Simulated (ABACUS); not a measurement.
## As: band-structure run (part 2 of 2)

As (R-3m, 2 atoms in the cell); Kohn-Sham DFT of a periodic cell, PBE, spin-orbit coupling, PseudoDojo NC FR 0.4 PBE stringent, no spin polarisation (ABACUS 3.10.1); cutoff 1428.6 eV, fermi-dirac of 0.05 eV. The structure derives from an entry of the Crystallography Open Database. It belongs to a series of runs on one base structure; here: bands on the converged density.

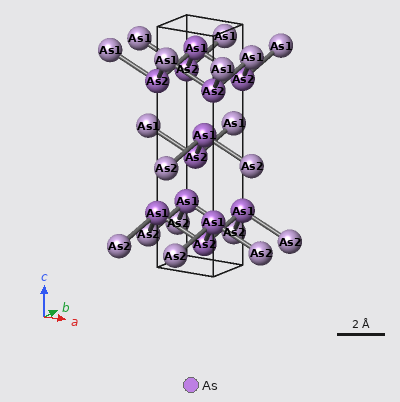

**Figure 1.** The structure (ball-and-stick view of the cell 3 times as large as that of the calculation, set on its symmetry axes, seen slightly off an axis; neighbours outside the cell are drawn fainter; atoms are numbered from 1 in the order of the input).

### What the program printed, continued
```
      46        10.1620      0.0106383
      47        13.7998    1.93196e-18
      48        13.7998    1.93196e-18
      49        14.9345    2.69541e-28
      50        14.9345    2.69541e-28
      51        15.1699    2.42856e-30
      52        15.1699    2.42856e-30
      53        19.0903    2.15393e-64
      54        19.0903    2.15393e-64
      55        19.1458    7.10017e-65
      56        19.1458    7.10017e-65
      57        20.0134    2.06835e-72
      58        20.0134    2.06835e-72
      59        21.5308    1.36595e-85
      60        21.5308    1.36595e-85
      61        21.8163    4.52775e-88
      62        21.8163    4.52775e-88
      63        21.9754    1.87695e-89
      64        21.9754    1.87695e-89
      65        30.1486        0.00000
      66        30.1486        0.00000
      67        36.0407        0.00000
      68        36.0407        0.00000

 3/94 kpoint (Cartesian) = 0.026584 0.015349 0.0094857 (1325 pws)
       1       -173.770      0.0106383
       2       -173.770      0.0106383
       3       -173.770      0.0106383
       4       -173.770      0.0106383
       5       -120.552      0.0106383
       6       -120.552      0.0106383
       7       -120.548      0.0106383
       8       -120.548      0.0106383
       9       -115.552      0.0106383
      10       -115.552      0.0106383
      11       -115.548      0.0106383
      12       -115.548      0.0106383
      13       -115.523      0.0106383
      14       -115.523      0.0106383
      15       -115.520      0.0106383
      16       -115.520      0.0106383
      17       -24.6661      0.0106383
      18       -24.6661      0.0106383
      19       -24.6388      0.0106383
      20       -24.6388      0.0106383
      21       -24.6248      0.0106383
      22       -24.6248      0.0106383
      23       -24.6016      0.0106383
      24       -24.6016      0.0106383
      25       -23.9509      0.0106383
      26       -23.9509      0.0106383
      27       -23.9374      0.0106383
      28       -23.9374      0.0106383
      29       -23.9209      0.0106383
      30       -23.9209      0.0106383
      31       -23.8661      0.0106383
      32       -23.8661      0.0106383
      33       -23.8599      0.0106383
      34       -23.8599      0.0106383
      35       -23.8579      0.0106383
      36       -23.8579      0.0106383
      37       -2.85677      0.0106383
      38       -2.85677      0.0106383
      39        5.81050      0.0106383
      40        5.81050      0.0106383
      41        9.58355      0.0106383
      42        9.58355      0.0106383
      43        9.95208      0.0106383
      44        9.95208      0.0106383
      45        10.1095      0.0106383
      46        10.1095      0.0106383
      47        13.9748    5.83730e-20
      48        13.9748    5.83730e-20
      49        14.8133    3.03974e-27
      50        14.8133    3.03974e-27
      51        15.0651    1.97847e-29
      52        15.0651    1.97847e-29
      53        18.7144    3.97089e-61
      54        18.7144    3.97089e-61
      55        19.0414    5.72688e-64
      56        19.0414    5.72688e-64
      57        19.5604    1.78106e-68
      58        19.5604    1.78106e-68
      59        22.2481        0.00000
      60        22.2481        0.00000
      61        22.3589        0.00000
      62        22.3589        0.00000
      63        23.0413        0.00000
      64        23.0413        0.00000
      65        30.2680        0.00000
      66        30.2680        0.00000
      67        35.1468        0.00000
      68        35.1468        0.00000

 4/94 kpoint (Cartesian) = 0.039877 0.023023 0.014229 (1331 pws)
       1       -173.770      0.0106383
       2       -173.770      0.0106383
       3       -173.770      0.0106383
       4       -173.770      0.0106383
       5       -120.551      0.0106383
       6       -120.551      0.0106383
       7       -120.547      0.0106383
       8       -120.547      0.0106383
       9       -115.552      0.0106383
      10       -115.552      0.0106383
      11       -115.548      0.0106383
      12       -115.548      0.0106383
      13       -115.523      0.0106383
      14       -115.523      0.0106383
      15       -115.520      0.0106383
      16       -115.520      0.0106383
      17       -24.6651      0.0106383
      18       -24.6651      0.0106383
      19       -24.6399      0.0106383
      20       -24.6399      0.0106383
      21       -24.6230      0.0106383
      22       -24.6230      0.0106383
      23       -24.6018      0.0106383
      24       -24.6018      0.0106383
      25       -23.9500      0.0106383
      26       -23.9500      0.0106383
      27       -23.9377      0.0106383
      28       -23.9377      0.0106383
      29       -23.9185      0.0106383
      30       -23.9185      0.0106383
      31       -23.8694      0.0106383
      32       -23.8694      0.0106383
      33       -23.8610      0.0106383
      34       -23.8610      0.0106383
      35       -23.8574      0.0106383
      36       -23.8574      0.0106383
      37       -2.69061      0.0106383
      38       -2.69061      0.0106383
      39        5.29520      0.0106383
      40        5.29520      0.0106383
      41        9.48701      0.0106383
      42        9.48701      0.0106383
      43        9.85461      0.0106383
      44        9.85461      0.0106383
      45        10.2000      0.0106383
      46        10.2000      0.0106383
      47        13.9708    6.32474e-20
      48        13.9708    6.32474e-20
      49        14.6843    4.01735e-26
      50        14.6843    4.01735e-26
      51        14.9063    4.73625e-28
      52        14.9063    4.73625e-28
      53        18.4114    1.70115e-58
      54        18.4114    1.70115e-58
      55        19.1376    8.36554e-65
      56        19.1376    8.36554e-65
      57        19.3675    8.42315e-67
      58        19.3675    8.42315e-67
      59        23.0468        0.00000
      60        23.0468        0.00000
      61        23.2075        0.00000
      62        23.2075        0.00000
      63        24.1762        0.00000
      64        24.1762        0.00000
      65        30.4429        0.00000
      66        30.4429        0.00000
      67        34.0348        0.00000
      68        34.0348        0.00000

 5/94 kpoint (Cartesian) = 0.053169 0.030697 0.018971 (1327 pws)
       1       -173.770      0.0106383
       2       -173.770      0.0106383
       3       -173.770      0.0106383
       4       -173.770      0.0106383
       5       -120.551      0.0106383
       6       -120.551      0.0106383
       7       -120.547      0.0106383
       8       -120.547      0.0106383
       9       -115.551      0.0106383
      10       -115.551      0.0106383
      11       -115.549      0.0106383
      12       -115.549      0.0106383
      13       -115.523      0.0106383
      14       -115.523      0.0106383
      15       -115.520      0.0106383
      16       -115.520      0.0106383
      17       -24.6639      0.0106383
      18       -24.6639      0.0106383
      19       -24.6412      0.0106383
      20       -24.6412      0.0106383
      21       -24.6211      0.0106383
      22       -24.6211      0.0106383
      23       -24.6022      0.0106383
      24       -24.6022      0.0106383
      25       -23.9487      0.0106383
      26       -23.9487      0.0106383
      27       -23.9378      0.0106383
      28       -23.9378      0.0106383
      29       -23.9155      0.0106383
      30       -23.9155      0.0106383
      31       -23.8730      0.0106383
      32       -23.8730      0.0106383
      33       -23.8625      0.0106383
      34       -23.8625      0.0106383
      35       -23.8574      0.0106383
      36       -23.8574      0.0106383
      37       -2.45930      0.0106383
      38       -2.45930      0.0106383
      39        4.66378      0.0106383
      40        4.66378      0.0106383
      41        9.37058      0.0106383
      42        9.37058      0.0106383
      43        9.72021      0.0106383
      44        9.72021      0.0106383
      45        10.3904      0.0106383
      46        10.3904      0.0106383
      47        13.7088    1.19346e-17
      48        13.7088    1.19346e-17
      49        14.4979    1.67027e-24
      50        14.4979    1.67027e-24
      51        14.6788    4.47738e-26
      52        14.6788    4.47738e-26
      53        18.4981    3.00224e-59
      54        18.4981    3.00224e-59
      55        19.3266    1.91172e-66
      56        19.3266    1.91172e-66
      57        19.4865    7.79998e-68
      58        19.4865    7.79998e-68
      59        23.8330        0.00000
      60        23.8330        0.00000
      61        24.2753        0.00000
      62        24.2753        0.00000
      63        25.3520        0.00000
      64        25.3520        0.00000
      65        30.2991        0.00000
      66        30.2991        0.00000
      67        33.0893        0.00000
      68        33.0893        0.00000

 6/94 kpoint (Cartesian) = 0.066461 0.038371 0.023714 (1327 pws)
       1       -173.770      0.0106383
       2       -173.770      0.0106383
       3       -173.770      0.0106383
       4       -173.770      0.0106383
       5       -120.550      0.0106383
       6       -120.550      0.0106383
       7       -120.547      0.0106383
       8       -120.547      0.0106383
       9       -115.551      0.0106383
      10       -115.551      0.0106383
      11       -115.549      0.0106383
      12       -115.549      0.0106383
      13       -115.522      0.0106383
      14       -115.522      0.0106383
      15       -115.520      0.0106383
      16       -115.520      0.0106383
      17       -24.6624      0.0106383
      18       -24.6624      0.0106383
      19       -24.6424      0.0106383
      20       -24.6424      0.0106383
      21       -24.6189      0.0106383
      22       -24.6189      0.0106383
      23       -24.6027      0.0106383
      24       -24.6027      0.0106383
      25       -23.9472      0.0106383
      26       -23.9472      0.0106383
      27       -23.9376      0.0106383
      28       -23.9376      0.0106383
      29       -23.9123      0.0106383
      30       -23.9123      0.0106383
      31       -23.8769      0.0106383
      32       -23.8769      0.0106383
      33       -23.8641      0.0106383
      34       -23.8641      0.0106383
      35       -23.8580      0.0106383
      36       -23.8580      0.0106383
      37       -2.16469      0.0106383
      38       -2.16469      0.0106383
      39        3.96624      0.0106383
      40        3.96624      0.0106383
      41        9.28441      0.0106383
      42        9.28441      0.0106383
      43        9.58297      0.0106383
      44        9.58297      0.0106383
      45        10.6099      0.0106383
      46        10.6099      0.0106383
      47        13.3421    1.82574e-14
      48        13.3421    1.82574e-14
      49        14.1586    1.47731e-21
      50        14.1586    1.47731e-21
      51        14.3917    1.39752e-23
      52        14.3917    1.39752e-23
      53        19.0014    1.27581e-63
      54        19.0014    1.27581e-63
      55        19.4236    2.74663e-67
      56        19.4236    2.74663e-67
      57        20.0615    7.89938e-73
      58        20.0615    7.89938e-73
      59        24.5612        0.00000
      60        24.5612        0.00000
      61        25.4424        0.00000
      62        25.4424        0.00000
      63        26.5605        0.00000
      64        26.5605        0.00000
      65        29.5162        0.00000
      66        29.5162        0.00000
      67        32.4877        0.00000
      68        32.4877        0.00000

[... levels at 88 further k points ...]

 --------------------------------------------
 !FINAL_ETOT_IS -16609.46365292417 eV
 --------------------------------------------

 Output bands in file: OUT.As/BANDS_1.dat
```

### Standard output
```
ABACUS v3.10.1

               Atomic-orbital Based Ab-initio Computation at UStc

%%%%%%%%%%%%%%%%%%%%%%%%%%%%%%%%%%%%%%%%%%%%%%%%%%%%%%%%%%%%%%%%%%%%%%%%%%%%%%%%%%%%%%%%%%%%%%%%%%%%%%%%%
 Warning: the number of valence electrons in pseudopotential > 5 for As: [Ar] 3d10 4s2 4p3
 Pseudopotentials with additional electrons can yield (more) accurate outcomes, but may be less efficient.
 If you're confident that your chosen pseudopotential is appropriate, you can safely ignore this warning.
%%%%%%%%%%%%%%%%%%%%%%%%%%%%%%%%%%%%%%%%%%%%%%%%%%%%%%%%%%%%%%%%%%%%%%%%%%%%%%%%%%%%%%%%%%%%%%%%%%%%%%%%%

 UNIFORM GRID DIM        : 54 * 54 * 54
 UNIFORM GRID DIM(BIG)   : 27 * 27 * 27
 ---------------------------------------------------------
 ---------------------------------------------------------
 SPIN    KPOINTS         PROCESSORS  THREADS     NBASE
 4       94              4           4           88
 ---------------------------------------------------------
 Use Systematically Improvable Atomic bases
 ---------------------------------------------------------
 ELEMENT ORBITALS        NBASE       NATOM       XC
 As      3s3p2d-7au      22          2
 ---------------------------------------------------------
 Initial plane wave basis and FFT box
 ---------------------------------------------------------
 -------------------------------------------
 NONSELF-CONSISTENT :
 -------------------------------------------
 START CHARGE      : file
 ITER     TMAGX      TMAGY      TMAGZ       AMAG        ETOT/eV          EDIFF/eV         DRHO     TIME/s
 GV1     -2.22e-13  -4.29e-15   1.67e-13   8.02e-13  -1.66094637e+04   0.00000000e+00   0.0000e+00   3.04
```

The run was set up as follows.

### Input file
```
INPUT_PARAMETERS
suffix              As
calculation         nscf
basis_type          lcao
pseudo_dir          ./
orbital_dir         ./
symmetry            -1
dft_functional      pbe
ecutwfc             105.0
pseudo_rcut         10
nspin               4
nbands              68
ks_solver           scalapack_gvx
smearing_method     fd
smearing_sigma      0.00367493
scf_thr             1e-07
scf_nmax            100
mixing_type         broyden
mixing_beta         0.4
noncolin            0
lspinorb            1
init_chg            file
out_band            1
```

### File STRU
```
ATOMIC_SPECIES
As 74.9216 As.upf

NUMERICAL_ORBITAL
As_confined-atom_7au_3s3p2d.orb

LATTICE_CONSTANT
1.8897261246

LATTICE_VECTORS
1.8807969000 1.0858785965 3.5140619933
-1.8807969000 1.0858785965 3.5140619933
0.0000000000 -2.1717571930 3.5140619933

ATOMIC_POSITIONS
Direct

As
0.0
2
0.2260000000 0.2260000000 0.2260000000 1 1 1
0.7740000000 0.7740000000 0.7740000000 1 1 1
```

### File KPT
```
K_POINTS
13
Line
0.00000000 0.00000000 0.00000000 10 // G
0.50000000 0.00000000 0.00000000 10 // L
0.50000000 0.23032459 -0.23032459 1 // B1
0.76967541 0.50000000 0.23032459 10 // B
0.50000000 0.50000000 0.50000000 10 // Z
0.00000000 0.00000000 0.00000000 10 // G
0.36516229 0.00000000 -0.36516229 1 // X
0.63483771 0.36516229 0.00000000 10 // Q
0.50000000 0.50000000 0.00000000 10 // F
0.63483771 0.63483771 0.23032459 10 // P1
0.50000000 0.50000000 0.50000000 1 // Z
0.50000000 0.00000000 0.00000000 10 // L
0.76967541 0.36516229 0.36516229 1 // P
```

Command:
```bash
OMP_NUM_THREADS=1 mpirun -np 4 abacus > log
```

### Key numbers

```csv
quantity,value
outcome,converged
space group (tolerance 0.01 Å),R-3m (166)
electrons treated,46
Fermi energy of the self-consistent step,12.111 eV
hardware,"4 threads of Intel Xeon @ 2.50GHz (Skylake/Cascade Lake), 16 GiB of memory available, shared host"
wall time,3.9 s (CPU time 15 s)
peak memory,0.64 GiB
```

### Remarks

Points of doubt noted for this run: home made orbitals.
